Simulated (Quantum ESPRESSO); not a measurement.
# Run report: BN, relaxation of cell and atoms (part 1 of 2)

- system: BN (F-43m, 2 atoms in the cell)
- method: Kohn-Sham DFT of a periodic cell, PBE, SSSP 1.3 efficiency PBE, no spin polarisation (Quantum ESPRESSO 7.5)

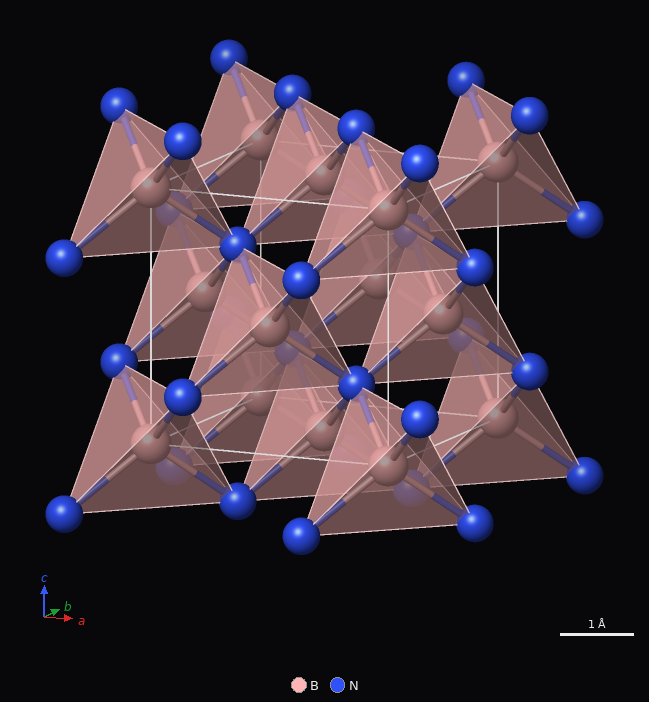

Figure 1. The structure (polyhedral view of the cell 4 times as large as that of the calculation, set on its symmetry axes, seen at an oblique angle; polyhedra are completed across the faces of the cell).

## Summary

| quantity | value |
| --- | --- |
| outcome | converged |
| space group (tolerance 0.01 Å) | F-43m (216) |
| electrons treated | 8 |
| free energy | −363.5513 eV |
| gap on the k-point mesh | 4.67 eV |
| pressure | 99.70 GPa |
| final volume | 9.81 Å³ |
| largest force (length of the vector) at the end | under 0.001 eV/Å |
| final cell | a = 2.403 Å, b = 2.403 Å, c = 2.403 Å, α = 60.00°, β = 60.00°, γ = 60.00° |
| hardware | 1 thread of AMD EPYC (Zen 3), 200 GiB of memory available, shared host |
| wall time | 54 s |
| peak memory | 0.05 GiB |

The cell is under a pressure of 100 GPa at this level, so it is not at its equilibrium volume.

## Input
```
&CONTROL
  calculation = 'vc-relax'
  prefix = 'pwscf'
  outdir = './tmp'
  pseudo_dir = './pseudo'
  tprnfor = .true.
  tstress = .true.
  disk_io = 'low'
  nstep = 40
  forc_conv_thr = 0.0004
  etot_conv_thr = 1d-05
/
&SYSTEM
  ibrav = 0
  nat = 2
  ntyp = 2
  ecutwfc = 60
  ecutrho = 480
  nbnd = 9
  occupations = 'fixed'
/
&ELECTRONS
  conv_thr = 4d-10
  electron_maxstep = 120
  mixing_beta = 0.5
/
&IONS
  ion_dynamics = 'bfgs'
/
&CELL
  cell_dynamics = 'bfgs'
  press = 1000
  press_conv_thr = 0.3
/
ATOMIC_SPECIES
B     10.8100 b_pbe_v1.4.uspp.F.UPF
N     14.0070 N.pbe-n-radius_5.UPF
CELL_PARAMETERS angstrom
   0.0000000000    1.8075000000    1.8075000000
   1.8075000000    0.0000000000    1.8075000000
   1.8075000000    1.8075000000    0.0000000000
ATOMIC_POSITIONS crystal
B      0.0000000000    0.0000000000    0.0000000000
N      0.2500000000    0.2500000000    0.2500000000
K_POINTS automatic
16 16 16 0 0 0
```

Run as:
```bash
OMP_NUM_THREADS=1 pw.x -in pw.in > pw.out
```

## The program's output
```
This program is part of the open-source Quantum ESPRESSO suite
     for quantum simulation of materials; please cite
         "P. Giannozzi et al., J. Phys.:Condens. Matter 21 395502 (2009);
         "P. Giannozzi et al., J. Phys.:Condens. Matter 29 465901 (2017);
         "P. Giannozzi et al., J. Chem. Phys. 152 154105 (2020);
          URL
     in publications or presentations arising from this work. More details at

     Message from routine setup:
     using ibrav=0 with symmetry is DISCOURAGED, use correct ibrav instead

     G-vector sticks info
     --------------------
     sticks:   dense  smooth     PW     G-vecs:    dense   smooth      PW
     Sum         769     379    121                14163     5029     941

     Using Slab Decomposition

     bravais-lattice index     =            0
     lattice parameter (alat)  =       4.8305  a.u.
     unit-cell volume          =      79.7006 (a.u.)^3
     number of atoms/cell      =            2
     number of atomic types    =            2
     number of electrons       =         8.00
     number of Kohn-Sham states=            9
     kinetic-energy cutoff     =      60.0000  Ry
     charge density cutoff     =     480.0000  Ry
     scf convergence threshold =      4.0E-10
     mixing beta               =       0.5000
     number of iterations used =            8  plain     mixing
     energy convergence thresh.=      1.0E-05
     force convergence thresh. =      4.0E-04
     press convergence thresh. =      3.0E-01
     Exchange-correlation= PBE
                           (   1   4   3   4   0   0   0)
     nstep                     =           40

     celldm(1)=   4.830501  celldm(2)=   0.000000  celldm(3)=   0.000000
     celldm(4)=   0.000000  celldm(5)=   0.000000  celldm(6)=   0.000000

     crystal axes: (cart. coord. in units of alat)
               a(1) = (   0.000000   0.707107   0.707107 )
               a(2) = (   0.707107   0.000000   0.707107 )
               a(3) = (   0.707107   0.707107   0.000000 )

     reciprocal axes: (cart. coord. in units 2 pi/alat)
               b(1) = ( -0.707107  0.707107  0.707107 )
               b(2) = (  0.707107 -0.707107  0.707107 )
               b(3) = (  0.707107  0.707107 -0.707107 )

     PseudoPot. # 1 for B  read from file:
     b_pbe_v1.4.uspp.F.UPF
     Pseudo is Ultrasoft + core correction, Zval =  3.0
     Generated by new atomic code, or converted to UPF format
     Using radial grid of  781 points,  4 beta functions with:
                l(1) =   0
                l(2) =   0
                l(3) =   1
                l(4) =   1
     Q(r) pseudized with  8 coefficients,  rinner =    1.100   1.100   1.100

     PseudoPot. # 2 for N  read from file:
     N.pbe-n-radius_5.UPF
     Pseudo is Ultrasoft + core correction, Zval =  5.0
     Generated using "atomic" code by A. Dal Corso  v.5.1
     Using radial grid of 1085 points,  4 beta functions with:
                l(1) =   0
                l(2) =   0
                l(3) =   1
                l(4) =   1
     Q(r) pseudized with 0 coefficients

     atomic species   valence    mass     pseudopotential
     B                 3.00    10.81000     B ( 1.00)
     N                 5.00    14.00700     N ( 1.00)

     24 Sym. Ops. (no inversion) found

   Cartesian axes

     site n.     atom                  positions (alat units)
         1        B      tau(   1) = (   0.0000000   0.0000000   0.0000000  )
         2        N      tau(   2) = (   0.3535534   0.3535534   0.3535534  )

     number of k points=   145

     Number of k-points >= 100: set verbosity='high' to print them.

     Dense  grid:    14163 G-vectors     FFT dimensions: (  36,  36,  36)

     Smooth grid:     5029 G-vectors     FFT dimensions: (  24,  24,  24)

     Initial potential from superposition of free atoms

     starting charge       7.9997, renormalised to       8.0000
     Starting wfcs are    8 randomized atomic wfcs +    1 random wfcs

     Self-consistent Calculation

     iteration #  1     ecut=    60.00 Ry     beta= 0.50
     Davidson diagonalization with overlap
     ethr =  1.00E-02,  avg # of iterations =  5.2

     total energy              =     -26.72103448 Ry
     estimated scf accuracy    <       0.21293482 Ry

     iteration #  2     ecut=    60.00 Ry     beta= 0.50
     Davidson diagonalization with overlap
     ethr =  2.66E-03,  avg # of iterations =  1.1

     total energy              =     -26.75857909 Ry
     estimated scf accuracy    <       0.02140412 Ry

     iteration #  3     ecut=    60.00 Ry     beta= 0.50
     Davidson diagonalization with overlap
     ethr =  2.68E-04,  avg # of iterations =  1.5

     total energy              =     -26.76110114 Ry
     estimated scf accuracy    <       0.00319071 Ry

     iteration #  4     ecut=    60.00 Ry     beta= 0.50
     Davidson diagonalization with overlap
     ethr =  3.99E-05,  avg # of iterations =  2.0

     total energy              =     -26.76143535 Ry
     estimated scf accuracy    <       0.00004915 Ry

     iteration #  5     ecut=    60.00 Ry     beta= 0.50
     Davidson diagonalization with overlap
     ethr =  6.14E-07,  avg # of iterations =  4.0

     total energy              =     -26.76146780 Ry
     estimated scf accuracy    <       0.00000897 Ry

     iteration #  6     ecut=    60.00 Ry     beta= 0.50
     Davidson diagonalization with overlap
     ethr =  1.12E-07,  avg # of iterations =  1.3

     total energy              =     -26.76146968 Ry
     estimated scf accuracy    <       0.00000007 Ry

     iteration #  7     ecut=    60.00 Ry     beta= 0.50
     Davidson diagonalization with overlap
     ethr =  8.27E-10,  avg # of iterations =  3.7

     total energy              =     -26.76146976 Ry
     estimated scf accuracy    <       0.00000010 Ry

     iteration #  8     ecut=    60.00 Ry     beta= 0.50
     Davidson diagonalization with overlap
     ethr =  8.27E-10,  avg # of iterations =  1.2

     End of self-consistent calculation

     Number of k-points >= 100: set verbosity='high' to print the bands.

     highest occupied, lowest unoccupied level (ev):    11.1448   15.6260

!    total energy              =     -26.76146977 Ry
     estimated scf accuracy    <          2.9E-10 Ry

     The total energy is the sum of the following terms:
     one-electron contribution =       4.58530209 Ry
     hartree contribution      =       3.60739214 Ry
     xc contribution           =      -8.61337810 Ry
     ewald contribution        =     -26.34078590 Ry

     convergence has been achieved in   8 iterations

     Forces acting on atoms (cartesian axes, Ry/au):

     atom    1 type  1   force =     0.00000000   -0.00000000    0.00000000
     atom    2 type  2   force =    -0.00000000    0.00000000   -0.00000000

     Total force =     0.000000     Total SCF correction =     0.000000

     Computing stress (Cartesian axis) and pressure

          total   stress  (Ry/bohr**3)                   (kbar)     P=       16.37
   0.00011125   0.00000000   0.00000000           16.37        0.00        0.00
   0.00000000   0.00011125  -0.00000000            0.00       16.37       -0.00
   0.00000000  -0.00000000   0.00011125            0.00       -0.00       16.37

     BFGS Geometry Optimization
     Energy error            =      3.0E-01 Ry
     Gradient error          =      8.7E-33 Ry/Bohr
     Cell gradient error     =      9.8E+02 kbar

     number of scf cycles    =   1
     number of bfgs steps    =   0

     enthalpy           new  =     -26.2196761998 Ry

     new trust radius        =       0.2984742251 bohr
     new conv_thr            =       0.0000000004 Ry

     new unit-cell volume =     46.04028 a.u.^3 (     6.82247 Ang^3 )
     density =      6.04028 g/cm^3

CELL_PARAMETERS (angstrom)
   0.000000000   1.505348756   1.505348756
   1.505348756   0.000000000   1.505348756
   1.505348756   1.505348756  -0.000000000

ATOMIC_POSITIONS (crystal)
B               -0.0000000000        0.0000000000       -0.0000000000
N                0.2500000000        0.2500000000        0.2500000000

     NEW-OLD atomic charge density approx. for the potential
     New effective cutoffs (rho, wfc):  687.87   86.50

     Self-consistent Calculation

     iteration #  1     ecut=    60.00 Ry     beta= 0.50
     Davidson diagonalization with overlap
     ethr =  1.00E-06,  avg # of iterations =  8.3

     total energy              =     -26.34100188 Ry
     estimated scf accuracy    <       0.03172222 Ry

     iteration #  2     ecut=    60.00 Ry     beta= 0.50
     Davidson diagonalization with overlap
     ethr =  3.97E-04,  avg # of iterations =  1.0

     total energy              =     -26.34229851 Ry
     estimated scf accuracy    <       0.00378516 Ry

     iteration #  3     ecut=    60.00 Ry     beta= 0.50
     Davidson diagonalization with overlap
     ethr =  4.73E-05,  avg # of iterations =  1.9

     total energy              =     -26.34267407 Ry
     estimated scf accuracy    <       0.00018329 Ry

     iteration #  4     ecut=    60.00 Ry     beta= 0.50
     Davidson diagonalization with overlap
     ethr =  2.29E-06,  avg # of iterations =  1.5

     total energy              =     -26.34269790 Ry
     estimated scf accuracy    <       0.00000548 Ry

     iteration #  5     ecut=    60.00 Ry     beta= 0.50
     Davidson diagonalization with overlap
     ethr =  6.86E-08,  avg # of iterations =  2.4

     total energy              =     -26.34270004 Ry
     estimated scf accuracy    <       0.00000078 Ry

     iteration #  6     ecut=    60.00 Ry     beta= 0.50
     Davidson diagonalization with overlap
     ethr =  9.73E-09,  avg # of iterations =  1.7

     total energy              =     -26.34270022 Ry
     estimated scf accuracy    <          2.0E-09 Ry

     iteration #  7     ecut=    60.00 Ry     beta= 0.50
     Davidson diagonalization with overlap
     ethr =  2.47E-11,  avg # of iterations =  4.0

     total energy              =     -26.34270022 Ry
     estimated scf accuracy    <          1.2E-09 Ry

     iteration #  8     ecut=    60.00 Ry     beta= 0.50
     Davidson diagonalization with overlap
     ethr =  1.56E-11,  avg # of iterations =  1.1

     End of self-consistent calculation

     Number of k-points >= 100: set verbosity='high' to print the bands.

     highest occupied, lowest unoccupied level (ev):    22.2839   27.2476

!    total energy              =     -26.34270022 Ry
     estimated scf accuracy    <          3.3E-11 Ry

     The total energy is the sum of the following terms:
     one-electron contribution =      12.20334181 Ry
     hartree contribution      =       2.66003562 Ry
     xc contribution           =      -9.57821020 Ry
     ewald contribution        =     -31.62786745 Ry

     convergence has been achieved in   8 iterations

     Forces acting on atoms (cartesian axes, Ry/au):

     atom    1 type  1   force =     0.00000000    0.00000000   -0.00000000
     atom    2 type  2   force =    -0.00000000   -0.00000000    0.00000000

     Total force =     0.000000     Total SCF correction =     0.000000

     Computing stress (Cartesian axis) and pressure

          total   stress  (Ry/bohr**3)                   (kbar)     P=     5527.76
   0.03757697   0.00000000  -0.00000000         5527.76        0.00       -0.00
   0.00000000   0.03757697  -0.00000000            0.00     5527.76       -0.00
  -0.00000000  -0.00000000   0.03757697           -0.00       -0.00     5527.76

     Energy error            =      1.9E-01 Ry
     Gradient error          =      6.3E-32 Ry/Bohr
     Cell gradient error     =      4.5E+03 kbar

     number of scf cycles    =   2
     number of bfgs steps    =   1

     enthalpy           old  =     -26.2196761998 Ry
     enthalpy           new  =     -26.0297247427 Ry

     CASE: enthalpy          _new > enthalpy          _old

     new trust radius        =       0.0796110782 bohr
     new conv_thr            =       0.0000000004 Ry

     new unit-cell volume =     68.58007 a.u.^3 (    10.16252 Ang^3 )
     density =      4.05506 g/cm^3

CELL_PARAMETERS (angstrom)
   0.000000000   1.719189642   1.719189642
   1.719189642   0.000000000   1.719189642
   1.719189642   1.719189642  -0.000000000

ATOMIC_POSITIONS (crystal)
B               -0.0000000000        0.0000000000       -0.0000000000
N                0.2500000000        0.2500000000        0.2500000000

     NEW-OLD atomic charge density approx. for the potential
     New effective cutoffs (rho, wfc):  527.39   66.32

     Self-consistent Calculation

     iteration #  1     ecut=    60.00 Ry     beta= 0.50
     Davidson diagonalization with overlap
     ethr =  1.00E-06,  avg # of iterations =  9.5

     total energy              =     -26.73313904 Ry
     estimated scf accuracy    <       0.01462882 Ry

     iteration #  2     ecut=    60.00 Ry     beta= 0.50
     Davidson diagonalization with overlap
     ethr =  1.83E-04,  avg # of iterations =  1.0

     total energy              =     -26.73471114 Ry
     estimated scf accuracy    <       0.00182857 Ry

     iteration #  3     ecut=    60.00 Ry     beta= 0.50
     Davidson diagonalization with overlap
     ethr =  2.29E-05,  avg # of iterations =  1.5

     total energy              =     -26.73493843 Ry
     estimated scf accuracy    <       0.00022449 Ry

     iteration #  4     ecut=    60.00 Ry     beta= 0.50
     Davidson diagonalization with overlap
     ethr =  2.81E-06,  avg # of iterations =  2.3

     total energy              =     -26.73498318 Ry
     estimated scf accuracy    <       0.00000577 Ry

     iteration #  5     ecut=    60.00 Ry     beta= 0.50
     Davidson diagonalization with overlap
     ethr =  7.21E-08,  avg # of iterations =  2.2

     total energy              =     -26.73498570 Ry
     estimated scf accuracy    <       0.00000043 Ry

     iteration #  6     ecut=    60.00 Ry     beta= 0.50
     Davidson diagonalization with overlap
     ethr =  5.38E-09,  avg # of iterations =  2.7

     total energy              =     -26.73498588 Ry
     estimated scf accuracy    <       0.00000001 Ry

     iteration #  7     ecut=    60.00 Ry     beta= 0.50
     Davidson diagonalization with overlap
     ethr =  1.35E-10,  avg # of iterations =  2.7

     End of self-consistent calculation

     Number of k-points >= 100: set verbosity='high' to print the bands.

     highest occupied, lowest unoccupied level (ev):    13.7072   18.3436

!    total energy              =     -26.73498588 Ry
     estimated scf accuracy    <          1.5E-10 Ry

     The total energy is the sum of the following terms:
     one-electron contribution =       6.47848713 Ry
     hartree contribution      =       3.33021541 Ry
     xc contribution           =      -8.84984397 Ry
     ewald contribution        =     -27.69384446 Ry

     convergence has been achieved in   7 iterations

     Forces acting on atoms (cartesian axes, Ry/au):

     atom    1 type  1   force =     0.00000000    0.00000000    0.00000000
     atom    2 type  2   force =     0.00000000    0.00000000    0.00000000

     Total force =     0.000000     Total SCF correction =     0.000000

     Computing stress (Cartesian axis) and pressure

          total   stress  (Ry/bohr**3)                   (kbar)     P=      766.48
   0.00521043  -0.00000000   0.00000000          766.48       -0.00        0.00
  -0.00000000   0.00521043  -0.00000000           -0.00      766.48       -0.00
   0.00000000  -0.00000000   0.00521043            0.00       -0.00      766.48

     Energy error            =      4.9E-02 Ry
     Gradient error          =      0.0E+00 Ry/Bohr
     Cell gradient error     =      2.3E+02 kbar

     number of scf cycles    =   3
     number of bfgs steps    =   1

     enthalpy           old  =     -26.2196761998 Ry
     enthalpy           new  =     -26.2687880075 Ry

     CASE: enthalpy          _new < enthalpy          _old

     new trust radius        =       0.0232703177 bohr
     new conv_thr            =            4.0E-12 Ry

     new unit-cell volume =     65.72987 a.u.^3 (     9.74016 Ang^3 )
     density =      4.23089 g/cm^3

CELL_PARAMETERS (angstrom)
  -0.000000000   1.695035193   1.695035193
   1.695035193  -0.000000000   1.695035193
   1.695035193   1.695035193  -0.000000000

ATOMIC_POSITIONS (crystal)
B               -0.0000000000        0.0000000000       -0.0000000000
N                0.2500000000        0.2500000000        0.2500000000

     NEW-OLD atomic charge density approx. for the potential
     New effective cutoffs (rho, wfc):  542.53   68.22

     Self-consistent Calculation

     iteration #  1     ecut=    60.00 Ry     beta= 0.50
     Davidson diagonalization with overlap
     ethr =  1.00E-06,  avg # of iterations =  5.0

     total energy              =     -26.71741429 Ry
     estimated scf accuracy    <       0.00018044 Ry

     iteration #  2     ecut=    60.00 Ry     beta= 0.50
     Davidson diagonalization with overlap
     ethr =  2.26E-06,  avg # of iterations =  1.0

     total energy              =     -26.71742437 Ry
     estimated scf accuracy    <       0.00002460 Ry

     iteration #  3     ecut=    60.00 Ry     beta= 0.50
     Davidson diagonalization with overlap
     ethr =  3.08E-07,  avg # of iterations =  1.7

     total energy              =     -26.71742708 Ry
     estimated scf accuracy    <       0.00000166 Ry

     iteration #  4     ecut=    60.00 Ry     beta= 0.50
     Davidson diagonalization with overlap
     ethr =  2.07E-08,  avg # of iterations =  2.0

     total energy              =     -26.71742755 Ry
     estimated scf accuracy    <       0.00000007 Ry

     iteration #  5     ecut=    60.00 Ry     beta= 0.50
     Davidson diagonalization with overlap
     ethr =  8.55E-10,  avg # of iterations =  2.3

     total energy              =     -26.71742757 Ry
     estimated scf accuracy    <          5.4E-09 Ry

     iteration #  6     ecut=    60.00 Ry     beta= 0.50
     Davidson diagonalization with overlap
     ethr =  6.79E-11,  avg # of iterations =  2.8

     total energy              =     -26.71742758 Ry
     estimated scf accuracy    <          7.9E-10 Ry

     iteration #  7     ecut=    60.00 Ry     beta= 0.50
     Davidson diagonalization with overlap
     ethr =  9.89E-12,  avg # of iterations =  1.8
```
